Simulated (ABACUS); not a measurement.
Run report: Ag, tune calculation (part 1 of 2)

- system: Ag (Fm-3m, 1 atom in the cell)
- method: Kohn-Sham DFT of a periodic cell, PBE, PseudoDojo NC SR 0.5 PBE standard, no spin polarisation (ABACUS 3.10.1)

The structure derives from an entry of the Crystallography Open Database. It belongs to a series of runs on one base structure; here: ks_solver: cg.

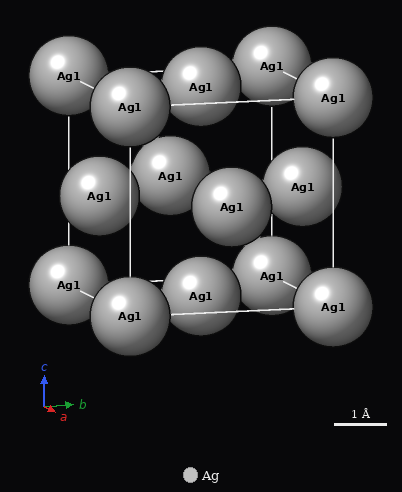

Fig. 1: The structure as given in the input (spheres-only view of the cell 4 times as large as that of the calculation, set on its symmetry axes, seen slightly off an axis; atoms are numbered from 1 in the order of the input).

## Key numbers

- outcome: converged
- space group (tolerance 0.01 Å): Fm-3m (225)
- electrons treated: 19
- free energy: −4218.2908 eV
- Fermi energy of the self-consistent step: 17.811 eV
- gap on the k-point mesh: none (metallic)
- pressure: 4.36 GPa
- largest force (length of the vector): under 0.001 eV/Å
- hardware: 4 threads of Intel Xeon @ 2.50GHz (Skylake/Cascade Lake), 16 GiB of memory available, shared host
- wall time: 4.8 s (CPU time 19 s)
- peak memory: 0.24 GiB

## Input file
```
INPUT_PARAMETERS
suffix              Ag
calculation         scf
basis_type          pw
pseudo_dir          ./
symmetry            1
dft_functional      pbe
ecutwfc             82
pseudo_rcut         10
nspin               1
nbands              14
ks_solver           cg
smearing_method     mv
smearing_sigma      0.00734986
scf_thr             1e-08
scf_nmax            60
mixing_type         broyden
mixing_beta         0.7
cal_force           1
cal_stress          1
kpar                4
```

## File STRU
```
ATOMIC_SPECIES
Ag 107.8682 Ag.upf

LATTICE_CONSTANT
1.8897261246

LATTICE_VECTORS
0.0000000000 2.0427500000 2.0427500000
2.0427500000 0.0000000000 2.0427500000
2.0427500000 2.0427500000 0.0000000000

ATOMIC_POSITIONS
Direct

Ag
0.0
1
0.0000000000 0.0000000000 0.0000000000 1 1 1
```

## File KPT
```
K_POINTS
0
Gamma
9 9 9 0 0 0
```

Launched with:
```bash
OMP_NUM_THREADS=1 mpirun -np 4 abacus > log
```

## What the program printed
```
ABACUS v3.10.1

               Atomic-orbital Based Ab-initio Computation at UStc

 ------------------------------------------------------------------------------------

 READING GENERAL INFORMATION
                           global_out_dir = OUT.Ag/
                           global_in_card = INPUT
                               pseudo_dir = ./
                              orbital_dir =
                                    DSIZE = 4
                                    GSIZE = 1

 READING UNITCELL INFORMATION
                                    ntype = 1
                  lattice constant (Bohr) = 1.88973
              lattice constant (Angstrom) = 1

 READING ATOM TYPE 1
                               atom label = Ag
                      L=0, number of zeta = 1
                      L=1, number of zeta = 1
                      L=2, number of zeta = 1
             number of atom for this type = 1

                        TOTAL ATOM NUMBER = 1
DIRECT COORDINATES
    atom                   x                   y                   z     mag                  vx                  vy                  vz
taud_Ag1            0.0000000000        0.0000000000        0.0000000000  0.0000        0.0000000000        0.0000000000        0.0000000000

                          Volume (Bohr^3) = 115.046
                             Volume (A^3) = 17.0481

 Lattice vectors: (Cartesian coordinate: in unit of a_0)
                   +0            +2.04275            +2.04275
             +2.04275                  +0            +2.04275
             +2.04275            +2.04275                  +0
 Reciprocal vectors: (Cartesian coordinate: in unit of 2 pi/a_0)
            -0.244768           +0.244768           +0.244768
            +0.244768           -0.244768           +0.244768
            +0.244768           +0.244768           -0.244768
 The esolver type has been set to : ksdft_pw

                PAO radial cut off (Bohr) = 10

 Read in pseudopotential file is Ag.upf
                     pseudopotential type = NC
          exchange-correlation functional = PBE
                 nonlocal core correction = 1
                        valence electrons = 19
                                     lmax = 2
                           number of zeta = 4
                     number of projectors = 6
                           L of projector = 0
                           L of projector = 0
                           L of projector = 1
                           L of projector = 1
                           L of projector = 2
                           L of projector = 2
     initial pseudo atomic orbital number = 10

 SETUP THE ELECTRONS NUMBER
            electron number of element Ag = 19
      total electron number of element Ag = 19
            AUTOSET number of electrons:  = 19
                           occupied bands = 10
                                   NBANDS = 14
                                   NLOCAL = 9

%%%%%%%%%%%%%%%%%%%%%%%%%%%%%%%%%%%%%%%%%%%%%%%%%%%%%%%%%%%%%%%%%%%%%%%%%%%%%%%%%%%%%%%%%%%%%%%%%%%%%%%%%%
 Warning: the number of valence electrons in pseudopotential > 11 for Ag: [Kr] 4d10 5s1
 Pseudopotentials with additional electrons can yield (more) accurate outcomes, but may be less efficient.
 If you're confident that your chosen pseudopotential is appropriate, you can safely ignore this warning.
%%%%%%%%%%%%%%%%%%%%%%%%%%%%%%%%%%%%%%%%%%%%%%%%%%%%%%%%%%%%%%%%%%%%%%%%%%%%%%%%%%%%%%%%%%%%%%%%%%%%%%%%%%

 SETUP THE PLANE WAVE BASIS
 energy cutoff for charge/potential (unit:Ry) = 328
            fft grid for charge/potential = [ 32, 32, 32 ]
                        fft grid division = [ 1, 1, 1 ]
        big fft grid for charge/potential = [ 32, 32, 32 ]
                                     nbxx = 32768
                                     nrxx = 32768

 SETUP PLANE WAVES FOR CHARGE/POTENTIAL
                    number of plane waves = 11575
                         number of sticks = 673

 PARALLEL PW FOR CHARGE/POTENTIAL
     PROC   COLUMNS(POT)             PW
        1            673          11575
 --------------- sum -------------------
        1            673          11575
                            number of |g| = 167
                                  max |g| = 29.4764
                                  min |g| = 0

----------- Double Check Mixing Parameters Begin ------------
mixing_type: broyden
mixing_beta: 0.7
mixing_gg0: 1
mixing_gg0_min: 0.1
mixing_ndim: 8
----------- Double Check Mixing Parameters End ------------

 LATTICE VECTORS: (CARTESIAN COORDINATE: IN UNIT OF A0)
                   +0            +2.04275            +2.04275
             +2.04275                  +0            +2.04275
             +2.04275            +2.04275                  +0
                       right hand lattice = 1
                                   NORM_A = 2.88888
                                   NORM_B = 2.88888
                                   NORM_C = 2.88888
                           ALPHA (DEGREE) = 60
                           BETA  (DEGREE) = 60
                           GAMMA (DEGREE) = 60

 The lattice vectors have been changed (STRU_SIMPLE.cif)

(for optimal symmetric configuration:)
                             BRAVAIS TYPE = 3
                     BRAVAIS LATTICE NAME = 03. Cubic F (face-centered)
                                    ibrav = 3
                                    IBRAV = 3
                                  BRAVAIS = FACE CENTERED CUBIC
                       LATTICE CONSTANT A = 4.0855
Original cell was already a primitive cell.
                        ROTATION MATRICES = 48
              PURE POINT GROUP OPERATIONS = 48
                   SPACE GROUP OPERATIONS = 48
                              POINT GROUP = O_h
               POINT GROUP IN SPACE GROUP = O_h

 SETUP K-POINTS
                                    nspin = 1
                   Input type of k points = Monkhorst-Pack(Gamma)
                                   nkstot = 729
                       right hand lattice = 1
(for reciprocal lattice: )
                             BRAVAIS TYPE = 2
                     BRAVAIS LATTICE NAME = 02. Cubic I (body-centered)
                                    ibrav = 2
                       right hand lattice = 1
(for k-lattice: )
                             BRAVAIS TYPE = 2
                     BRAVAIS LATTICE NAME = 02. Cubic I (body-centered)
                                    ibrav = 2
                       right hand lattice = 1
                        ROTATION MATRICES = 48
                               nkstot_ibz = 35
K-POINTS REDUCTION ACCORDING TO SYMMETRY
     IBZ    DIRECT_X    DIRECT_Y    DIRECT_Z  WEIGHT  ibz2bz
       1  0.00000000  0.00000000  0.00000000  0.0014       0
       2  0.11111111  0.11111111  0.11111111  0.0110       1
       3  0.22222222  0.22222222  0.22222222  0.0110       2
       4  0.33333333  0.33333333  0.33333333  0.0110       3
       5  0.44444444  0.44444444  0.44444444  0.0110       4
       6  0.11111111  0.11111111  0.00000000  0.0082      10
       7  0.22222222  0.22222222  0.11111111  0.0329      11
       8  0.33333333  0.33333333  0.22222222  0.0329      12
       9  0.44444444  0.44444444  0.33333333  0.0329      13
      10 -0.44444444  0.44444444  0.44444444  0.0329      14
      11  0.44444444  0.33333333  0.33333333  0.0329      15
      12  0.22222222  0.22222222  0.33333333  0.0329      16
      13  0.22222222  0.11111111  0.11111111  0.0165      17
      14  0.22222222  0.22222222  0.00000000  0.0082      20
      15  0.33333333  0.11111111  0.33333333  0.0329      21
      16  0.44444444  0.44444444  0.22222222  0.0329      22
      17 -0.33333333  0.44444444  0.44444444  0.0329      23
      18 -0.44444444  0.33333333  0.33333333  0.0329      24
      19  0.44444444  0.22222222  0.22222222  0.0165      25
      20  0.33333333  0.33333333  0.00000000  0.0082      30
      21  0.44444444  0.44444444  0.11111111  0.0329      31
      22 -0.22222222  0.44444444  0.44444444  0.0329      32
      23 -0.33333333  0.33333333  0.33333333  0.0165      33
      24  0.44444444  0.44444444  0.00000000  0.0082      40
      25 -0.11111111  0.44444444  0.44444444  0.0165      41
      26  0.33333333  0.11111111  0.22222222  0.0329     102
      27  0.44444444  0.33333333  0.22222222  0.0658     103
      28 -0.44444444  0.44444444  0.33333333  0.0658     104
      29  0.44444444  0.33333333  0.11111111  0.0329     112
      30 -0.44444444  0.44444444  0.22222222  0.0658     113
[... 5 further k points ...]

                               nkstot now = 35
[... K-POINTS DIRECT COORDINATES: 35 rows ...]

           k-point number in this process = 9
       minimum distributed K point number = 8
[... stars of the k points ...]

[... K-POINTS CARTESIAN COORDINATES: 9 rows ...]

[... K-POINTS DIRECT COORDINATES: 9 rows ...]

 SETUP PLANE WAVES FOR WAVE FUNCTIONS
     energy cutoff for wavefunc (unit:Ry) = 82
              fft grid for wave functions = [ 32, 32, 32 ]
                    number of plane waves = 1807
                         number of sticks = 199

 PARALLEL PW FOR WAVE FUNCTIONS
     PROC   COLUMNS(POT)             PW
        1            199           1807
 --------------- sum -------------------
        1            199           1807

 SETUP NONLOCAL PSEUDOPOTENTIALS IN PLANE WAVE BASIS
 Ag non-local projectors:
 projector 1 L=0
 projector 2 L=0
 projector 3 L=1
 projector 4 L=1
 projector 5 L=2
 projector 6 L=2
      TOTAL NUMBER OF NONLOCAL PROJECTORS = 18

 Init Non-Local PseudoPotential table :
 Init Non-Local-Pseudopotential done.

                                     npwx = 1459

 Make real space PAO into reciprocal space.
       max mesh points in Pseudopotential = 1001
     dq(describe PAO in reciprocal space) = 0.01
                                    max q = 1091

 number of pseudo atomic orbitals for Ag is 4
WARNING: norm of atomic wavefunction # 4 of atomic type Ag is 0.999773, renormalized

 -------------------------------------------
 SELF-CONSISTENT
 -------------------------------------------
                                 init_chg = atomic

 PW ALGORITHM --------------- ION=   1  ELEC=   1--------------------------------
 Notice: Threshold on eigenvalues was too large.
 hsover_error=0.19 > DRHO=0.0313376
 Origin diag ethr = 0.01
 New diag ethr = 0.000164935

 Density error is 0.0594517012692
                          Error Threshold = 0.000164934757935
----------------------------------------------------------
     Energy           Rydberg                 eV
----------------------------------------------------------
 E_KohnSham     -310.0164062189      -4217.9895980598
 E_Harris       -313.4971266225      -4265.3472286936
 E_Fermi        1.3153812976         17.8966806899
----------------------------------------------------------

 PW ALGORITHM --------------- ION=   1  ELEC=   2--------------------------------

 Density error is 0.0227335941973
                          Error Threshold = 0.00031290369089
----------------------------------------------------------
     Energy           Rydberg                 eV
----------------------------------------------------------
 E_KohnSham     -310.0342478457      -4218.2323458452
 E_Harris       -307.9790302516      -4190.2696759357
 E_Fermi        1.3020981554         17.7159542688
----------------------------------------------------------

 PW ALGORITHM --------------- ION=   1  ELEC=   3--------------------------------

 Density error is 0.000185511860397
                          Error Threshold = 0.000119650495775
```
